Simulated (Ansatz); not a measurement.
# Geometry relaxation, with input and output: CaF₂ (part 3 of 3)

The same run, continued: CaF₂ (slab, 24 atoms in the cell); DFT PBE, scalar-relativistic, plane waves, PAW, no spin polarisation (Ansatz 0.2.0); cutoff 420 eV, 2×3×1 k-mesh, Gaussian smearing of 0.05 eV. The structure derives from an entry of the Crystallography Open Database. The input holds or restrains some coordinates. Forces given for the steps count only the free coordinates. It belongs to a series of runs on one base structure; here: clean slab, lower planes held.

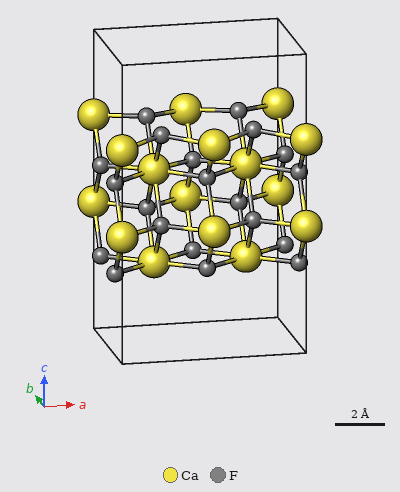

Figure 1. The geometry at step 5 of the log (ball-and-stick view of the cell of the calculation, with the vacuum cut short, seen slightly off an axis).

Output, continued
```
  k-point 2: bands = ["-40.3335", "-40.3335", "-39.9104", "-39.9104", "-39.5873", "-39.5873", "-39.3678", "-39.3678", "-23.7167", "-23.7167", "-23.4490", "-23.4490", "-23.1993", "-23.1993", "-22.8512", "-22.8512", "-22.8346", "-22.8346", "-22.7330", "-22.7330", "-22.3558", "-22.3558", "-22.2479", "-22.2479", "-21.3365", "-21.3365", "-21.0675", "-21.0675", "-20.9630", "-20.9630", "-20.9288", "-20.9288", "-20.7539", "-20.7539", "-20.6647", "-20.6647", "-20.4550", "-20.4550", "-20.3768", "-20.3768", "-20.3096", "-20.3096", "-20.1107", "-20.1107", "-20.0899", "-20.0899", "-20.0890", "-20.0890", "-5.7400", "-5.7400", "-5.4339", "-5.4339", "-5.4113", "-5.4113", "-5.2147", "-5.2147", "-5.1515", "-5.1515", "-5.0864", "-5.0864", "-4.7494", "-4.7494", "-4.6681", "-4.6681", "-4.6670", "-4.6670", "-4.5251", "-4.5251", "-4.3899", "-4.3899", "-4.3708", "-4.3708", "-4.0274", "-4.0274", "-4.0053", "-4.0053", "-3.8573", "-3.8573", "-3.8430", "-3.8430", "-3.6493", "-3.6493", "-3.6382", "-3.6382", "-3.6065", "-3.6065", "-3.5932", "-3.5932", "-3.4442", "-3.4442", "-3.3580", "-3.3580", "-2.8707", "-2.8707", "-2.8014", "-2.8014", "2.7880", "2.7880", "3.4519", "3.4519", "4.2469", "4.2469", "4.7169", "4.7169", "4.7562", "4.7562", "4.8240", "4.8240", "5.0667", "5.0667", "5.1617", "5.1617", "5.1693", "5.1693", "5.3991", "5.3991", "5.6590", "5.6590", "5.7334", "5.7334"]
  k-point 3: bands = ["-40.3335", "-40.3335", "-39.9102", "-39.9102", "-39.5874", "-39.5874", "-39.3679", "-39.3679", "-23.6463", "-23.6463", "-23.5124", "-23.5124", "-23.1194", "-23.1194", "-22.9522", "-22.9522", "-22.7735", "-22.7735", "-22.6504", "-22.6504", "-22.4590", "-22.4590", "-22.3800", "-22.3800", "-21.3123", "-21.3123", "-21.0835", "-21.0835", "-20.9125", "-20.9125", "-20.8870", "-20.8870", "-20.7528", "-20.7528", "-20.6022", "-20.6022", "-20.4496", "-20.4496", "-20.3615", "-20.3615", "-20.3079", "-20.3079", "-20.1476", "-20.1476", "-20.1166", "-20.1166", "-20.1134", "-20.1134", "-5.3960", "-5.3960", "-5.3512", "-5.3512", "-5.3368", "-5.3368", "-5.1606", "-5.1606", "-5.1439", "-5.1439", "-4.8270", "-4.8270", "-4.6493", "-4.6493", "-4.6184", "-4.6184", "-4.5216", "-4.5216", "-4.4468", "-4.4468", "-4.4250", "-4.4250", "-4.3310", "-4.3310", "-4.2526", "-4.2526", "-4.0308", "-4.0308", "-3.9436", "-3.9436", "-3.8658", "-3.8658", "-3.7882", "-3.7882", "-3.6899", "-3.6899", "-3.6295", "-3.6295", "-3.5701", "-3.5701", "-3.5104", "-3.5104", "-3.4829", "-3.4829", "-3.2850", "-3.2850", "-3.2182", "-3.2182", "3.1877", "3.1877", "3.8721", "3.8721", "4.4529", "4.4529", "4.7805", "4.7805", "4.8346", "4.8346", "4.8996", "4.8996", "5.0216", "5.0216", "5.2203", "5.2203", "5.5108", "5.5108", "5.5763", "5.5763", "5.6436", "5.6436", "5.7478", "5.7478"]
--- Relaxed structure (7 steps of the walk, 7 accepted, 0 SCFs on fresh bases) ---
  F+E_penalty+E_count = -27514.96789089 eV   max|allowed force component| = 1.092e-3 eV/Å
  atoms:
    - { symbol: Ca, position: [0.24999999999999997, 0.49999999999999994, 0.36622154319999994] }
    - { symbol: Ca, position: [0.7499999999999999, 0.49999999999999994, 0.36622154319999994] }
    - { symbol: F, position: [0.49999999999999994, 0.7499999999999998, 0.36622154319999994] }
    - { symbol: F, position: [0.0, 0.7499999999999998, 0.36622154319999994] }
    - { symbol: F, position: [0.49999999999999994, 0.24999999999999997, 0.36622154319999994] }
    - { symbol: F, position: [0.0, 0.24999999999999997, 0.36622154319999994] }
    - { symbol: Ca, position: [0.49999999999999994, 0.0, 0.45540718109999995] }
    - { symbol: Ca, position: [0.0, 0.0, 0.45540718109999995] }
    - { symbol: F, position: [0.7499999999999999, 0.24999999999999997, 0.45540718109999995] }
    - { symbol: F, position: [0.24999999999999997, 0.24999999999999997, 0.45540718109999995] }
    - { symbol: F, position: [0.7499999999999999, 0.7499999999999998, 0.45540718109999995] }
    - { symbol: F, position: [0.24999999999999997, 0.7499999999999998, 0.45540718109999995] }
    - { symbol: Ca, position: [0.7499999999999999, 0.49999999999999994, 0.5489178448785951] }
    - { symbol: Ca, position: [0.24999999999999997, 0.49999999999999994, 0.5489178448785951] }
    - { symbol: F, position: [9.267673824212169e-36, 0.7484951032823967, 0.544425373558942] }
    - { symbol: F, position: [0.49999999999999994, 0.7484951032823967, 0.544425373558942] }
    - { symbol: F, position: [-1.2356898432282891e-35, 0.251504896717603, 0.544425373558942] }
    - { symbol: F, position: [0.49999999999999994, 0.251504896717603, 0.544425373558942] }
    - { symbol: Ca, position: [0.0, -2.2368375490356214e-33, 0.6263907167034864] }
    - { symbol: Ca, position: [0.49999999999999994, -2.2368375490356214e-33, 0.6263907167034864] }
    - { symbol: F, position: [0.24999999999999997, 0.23691229594843002, 0.6344438807452963] }
    - { symbol: F, position: [0.7499999999999999, 0.23691229594843002, 0.6344438807452963] }
    - { symbol: F, position: [0.24999999999999997, 0.7630877040515696, 0.6344438807452963] }
    - { symbol: F, position: [0.7499999999999999, 0.7630877040515696, 0.6344438807452963] }
```

Trajectory as extended XYZ (Å, eV, eV/Å), 4 of the 7 frames kept, from step=1 to step=7
```
24
Lattice="7.7929 0.0000 0.0000 0.0000 5.5104 0.0000 0.0000 0.0000 21.8447" Properties=species:S:1:pos:R:3:forces:R:3 step=1 energy=-27514.61955
Ca    1.9482    2.7552    8.0000    0.0000   0.0000   1.3195
Ca    5.8447    2.7552    8.0000    0.0000   0.0000   1.3195
F     3.8965    4.1328    8.0000    0.0000  -0.5963  -0.3771
F     0.0000    4.1328    8.0000    0.0000  -0.5963  -0.3771
F     3.8965    1.3776    8.0000    0.0000   0.5963  -0.3771
F     0.0000    1.3776    8.0000    0.0000   0.5963  -0.3771
Ca    3.8965    0.0000    9.9482    0.0000   0.0000  -0.3896
Ca    0.0000    0.0000    9.9482    0.0000   0.0000  -0.3896
F     5.8447    1.3776    9.9482    0.0000   0.1314  -0.1261
F     1.9482    1.3776    9.9482    0.0000   0.1314  -0.1261
F     5.8447    4.1328    9.9482    0.0000  -0.1314  -0.1261
F     1.9482    4.1328    9.9482    0.0000  -0.1314  -0.1261
Ca    5.8447    2.7552   11.8965    0.0000   0.0000   0.3896
Ca    1.9482    2.7552   11.8965    0.0000   0.0000   0.3896
F     0.0000    4.1328   11.8965    0.0000   0.1314   0.1261
F     3.8965    4.1328   11.8965    0.0000   0.1314   0.1261
F     0.0000    1.3776   11.8965    0.0000  -0.1314   0.1261
F     3.8965    1.3776   11.8965    0.0000  -0.1314   0.1261
Ca    0.0000    0.0000   13.8447    0.0000   0.0000  -1.3195
Ca    3.8965    0.0000   13.8447    0.0000   0.0000  -1.3195
F     1.9482    1.3776   13.8447    0.0000  -0.5963   0.3771
F     5.8447    1.3776   13.8447    0.0000  -0.5963   0.3771
F     1.9482    4.1328   13.8447    0.0000   0.5963   0.3771
F     5.8447    4.1328   13.8447    0.0000   0.5963   0.3771
24
Lattice="7.7929 0.0000 0.0000 0.0000 5.5104 0.0000 0.0000 0.0000 21.8447" Properties=species:S:1:pos:R:3:forces:R:3 step=3 energy=-27514.96160
Ca    1.9482    2.7552    8.0000    0.0000   0.0000   1.3507
Ca    5.8447    2.7552    8.0000    0.0000   0.0000   1.3507
F     3.8965    4.1328    8.0000    0.0000  -0.5861  -0.3715
F     0.0000    4.1328    8.0000    0.0000  -0.5861  -0.3715
F     3.8965    1.3776    8.0000    0.0000   0.5861  -0.3715
F     0.0000    1.3776    8.0000    0.0000   0.5861  -0.3715
Ca    3.8965    0.0000    9.9482    0.0000   0.0000  -0.6816
Ca    0.0000    0.0000    9.9482    0.0000   0.0000  -0.6816
F     5.8447    1.3776    9.9482    0.0000   0.1373  -0.0082
F     1.9482    1.3776    9.9482    0.0000   0.1373  -0.0082
F     5.8447    4.1328    9.9482    0.0000  -0.1373  -0.0082
F     1.9482    4.1328    9.9482    0.0000  -0.1373  -0.0082
Ca    5.8447    2.7552   11.9674    0.0000   0.0000   0.1250
Ca    1.9482    2.7552   11.9674    0.0000   0.0000   0.1250
F     0.0000    4.1218   11.8772    0.0000   0.0289   0.0624
F     3.8965    4.1218   11.8772    0.0000   0.0289   0.0624
F     0.0000    1.3887   11.8772    0.0000  -0.0289   0.0624
F     3.8965    1.3887   11.8772    0.0000  -0.0289   0.0624
Ca    0.0000    0.0000   13.6851    0.0000   0.0000  -0.0465
Ca    3.8965    0.0000   13.6851    0.0000   0.0000  -0.0465
F     1.9482    1.2989   13.8618    0.0000   0.0598  -0.0566
F     5.8447    1.2989   13.8618    0.0000   0.0598  -0.0566
F     1.9482    4.2115   13.8618    0.0000  -0.0598  -0.0566
F     5.8447    4.2115   13.8618    0.0000  -0.0598  -0.0566
24
Lattice="7.7929 0.0000 0.0000 0.0000 5.5104 0.0000 0.0000 0.0000 21.8447" Properties=species:S:1:pos:R:3:forces:R:3 step=5 energy=-27514.96717
Ca    1.9482    2.7552    8.0000    0.0000   0.0000   1.3597
Ca    5.8447    2.7552    8.0000    0.0000   0.0000   1.3597
F     3.8965    4.1328    8.0000    0.0000  -0.5827  -0.3686
F     0.0000    4.1328    8.0000    0.0000  -0.5827  -0.3686
F     3.8965    1.3776    8.0000    0.0000   0.5827  -0.3686
F     0.0000    1.3776    8.0000    0.0000   0.5827  -0.3686
Ca    3.8965    0.0000    9.9482    0.0000   0.0000  -0.6622
Ca    0.0000    0.0000    9.9482    0.0000   0.0000  -0.6622
F     5.8447    1.3776    9.9482    0.0000   0.1340   0.0142
F     1.9482    1.3776    9.9482    0.0000   0.1340   0.0142
F     5.8447    4.1328    9.9482    0.0000  -0.1340   0.0142
F     1.9482    4.1328    9.9482    0.0000  -0.1340   0.0142
Ca    5.8447    2.7552   11.9835    0.0000   0.0000   0.0699
Ca    1.9482    2.7552   11.9835    0.0000   0.0000   0.0699
F     0.0000    4.1235   11.8930    0.0000   0.0040  -0.0387
F     3.8965    4.1235   11.8930    0.0000   0.0040  -0.0387
F     0.0000    1.3870   11.8930    0.0000  -0.0040  -0.0387
F     3.8965    1.3870   11.8930    0.0000  -0.0040  -0.0387
Ca    0.0000    0.0000   13.6785    0.0000   0.0000   0.0539
Ca    3.8965    0.0000   13.6785    0.0000   0.0000   0.0539
F     1.9482    1.3059   13.8570    0.0000  -0.0013  -0.0176
F     5.8447    1.3059   13.8570    0.0000  -0.0013  -0.0176
F     1.9482    4.2045   13.8570    0.0000   0.0013  -0.0176
F     5.8447    4.2045   13.8570    0.0000   0.0013  -0.0176
24
Lattice="7.7929 0.0000 0.0000 0.0000 5.5104 0.0000 0.0000 0.0000 21.8447" Properties=species:S:1:pos:R:3:forces:R:3 step=7 energy=-27514.96789
Ca    1.9482    2.7552    8.0000    0.0000   0.0000   1.3622
Ca    5.8447    2.7552    8.0000    0.0000   0.0000   1.3622
F     3.8965    4.1328    8.0000    0.0000  -0.5821  -0.3681
F     0.0000    4.1328    8.0000    0.0000  -0.5821  -0.3681
F     3.8965    1.3776    8.0000    0.0000   0.5821  -0.3681
F     0.0000    1.3776    8.0000    0.0000   0.5821  -0.3681
Ca    3.8965    0.0000    9.9482    0.0000   0.0000  -0.6768
Ca    0.0000    0.0000    9.9482    0.0000   0.0000  -0.6768
F     5.8447    1.3776    9.9482    0.0000   0.1360   0.0259
F     1.9482    1.3776    9.9482    0.0000   0.1360   0.0259
F     5.8447    4.1328    9.9482    0.0000  -0.1360   0.0259
F     1.9482    4.1328    9.9482    0.0000  -0.1360   0.0259
Ca    5.8447    2.7552   11.9909    0.0000   0.0000   0.0008
Ca    1.9482    2.7552   11.9909    0.0000   0.0000   0.0008
F     0.0000    4.1245   11.8928    0.0000   0.0011  -0.0004
F     3.8965    4.1245   11.8928    0.0000   0.0011  -0.0004
F     0.0000    1.3859   11.8928    0.0000  -0.0011  -0.0004
F     3.8965    1.3859   11.8928    0.0000  -0.0011  -0.0004
Ca    0.0000    0.0000   13.6833    0.0000   0.0000  -0.0003
Ca    3.8965    0.0000   13.6833    0.0000   0.0000  -0.0003
F     1.9482    1.3055   13.8592    0.0000  -0.0003  -0.0003
F     5.8447    1.3055   13.8592    0.0000  -0.0003  -0.0003
F     1.9482    4.2049   13.8592    0.0000   0.0003  -0.0003
F     5.8447    4.2049   13.8592    0.0000   0.0003  -0.0003
```

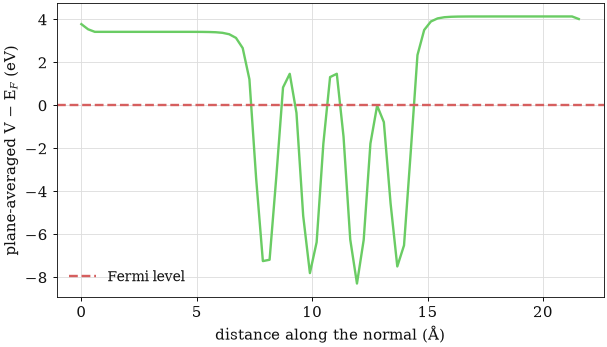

Figure 2. Plane average of the electrostatic potential energy of an electron across the cell, from the Fermi level. The vacuum level lies 4.14 eV above the Fermi level on the upper side and 3.43 eV on the lower.

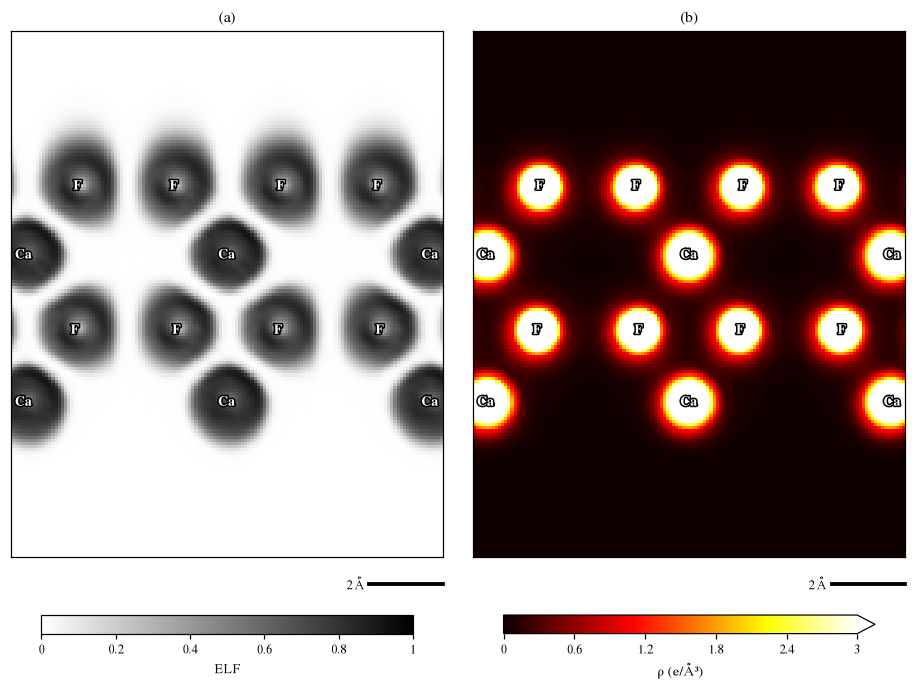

Figure 3. (a) electron localisation function; (b) valence pseudo-density on the (100) plane of the calculation cell, a cut from vacuum to vacuum. Ca–F (2.36 Å): the density is about 0.23 e/Å³ at the midpoint; the ELF is about 0.05 at the midpoint, which marks a largely ionic contact. The density dies away to nearly zero in the vacuum. The strong features right at Ca lie inside the PAW spheres (semicore, d or f shells) and say nothing about bonding. Core electrons are frozen (PAW), so the fields are smoothed inside the atomic spheres.

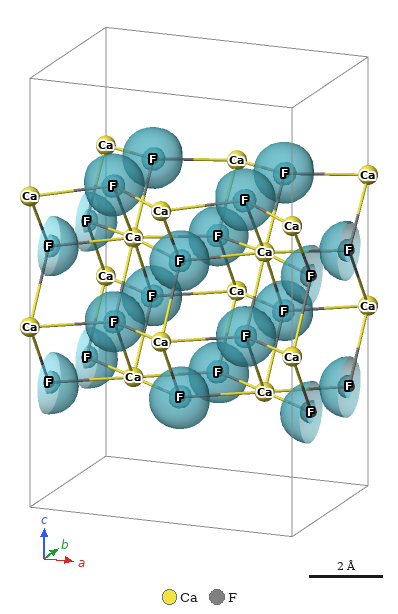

Figure 4. Isosurface of the electron localisation function at 0.7 (cyan), seen slightly off an axis. Only the valence region is drawn (cores and ρ < 0.01 e/Å³ removed). Sticks mark near contacts. Along the contacts the grid gives the following. Ca–F (2.26 Å): the ELF peaks at about 0.80 in the valence shell of F, 0.6 Å from its nucleus, and drops to about 0.10 between the two atoms (a largely ionic contact). Ca–F (2.35 Å): the ELF is about 0.05 at the midpoint (a closed-shell, largely ionic contact).

The run was set up as follows.

Input
```yaml
crystal:
  lattice:
    - [7.7929342664, 0.0, 0.0]
    - [0.0, 5.5104366651, 0.0]
    - [0.0, 0.0, 21.8447006998]
  atoms:
    - { symbol: Ca, position: [0.25, 0.5, 0.3662215432] }
    - { symbol: Ca, position: [0.75, 0.5, 0.3662215432] }
    - { symbol: F, position: [0.5, 0.75, 0.3662215432] }
    - { symbol: F, position: [0.0, 0.75, 0.3662215432] }
    - { symbol: F, position: [0.5, 0.25, 0.3662215432] }
    - { symbol: F, position: [0.0, 0.25, 0.3662215432] }
    - { symbol: Ca, position: [0.5, 0.0, 0.4554071811] }
    - { symbol: Ca, position: [0.0, 0.0, 0.4554071811] }
    - { symbol: F, position: [0.75, 0.25, 0.4554071811] }
    - { symbol: F, position: [0.25, 0.25, 0.4554071811] }
    - { symbol: F, position: [0.75, 0.75, 0.4554071811] }
    - { symbol: F, position: [0.25, 0.75, 0.4554071811] }
    - { symbol: Ca, position: [0.75, 0.5, 0.5445928189] }
    - { symbol: Ca, position: [0.25, 0.5, 0.5445928189] }
    - { symbol: F, position: [0.0, 0.75, 0.5445928189] }
    - { symbol: F, position: [0.5, 0.75, 0.5445928189] }
    - { symbol: F, position: [0.0, 0.25, 0.5445928189] }
    - { symbol: F, position: [0.5, 0.25, 0.5445928189] }
    - { symbol: Ca, position: [0.0, 0.0, 0.6337784568] }
    - { symbol: Ca, position: [0.5, 0.0, 0.6337784568] }
    - { symbol: F, position: [0.25, 0.25, 0.6337784568] }
    - { symbol: F, position: [0.75, 0.25, 0.6337784568] }
    - { symbol: F, position: [0.25, 0.75, 0.6337784568] }
    - { symbol: F, position: [0.75, 0.75, 0.6337784568] }
basis:
  ecutwfc: 420
kpoints:
  mp_grid: { grid: [2, 3, 1] }
hamiltonian:
  xc: pbe
scf:
  occupations: { method: gaussian, width: 0.05 }
output:
  forces: true
  eigenvalues: true
  write_density: true
  write_potential: true
  elf: true
  volumetric_format: npy
relax:
  adjacent_minimum: "off"
  f_tol: 0.03
  max_steps: 70
  constraints: [{ sites: [0, 1, 2, 3, 4, 5, 6, 7, 8, 9, 10, 11] }]
efield:
  axis: 3
  dipole_correction: true
  ramp_width: 0.04
```

Command:
```bash
ansatz run input.yaml --threads 4 --pin off --max-ram 12288MiB --backend cpu --events-out ev --progress --plain --runs-dir out
```

Summary

- outcome: converged under the restraints of the input
- electrons treated: 192
- free energy: −27514.9679 eV
- work function, top face: 4.14 eV
- work function, bottom face: 3.43 eV
- Fermi energy: −0.274 eV
- gap on the k-point mesh: 4.98 eV
- final volume: 938.07 Å³
- work function (upper face): 4.14 eV
- largest force (length of the vector) at the end, held atoms and coordinates included: 1.362 eV/Å
- hardware: 4 threads of AMD EPYC (Zen 5), 16 GiB of memory available, shared host
- wall time: 30 s (CPU time 96 s)
- peak memory: 1.9 GiB

Remarks

Warnings of the run: the exchange-correlation potential is rough where the density is thin.
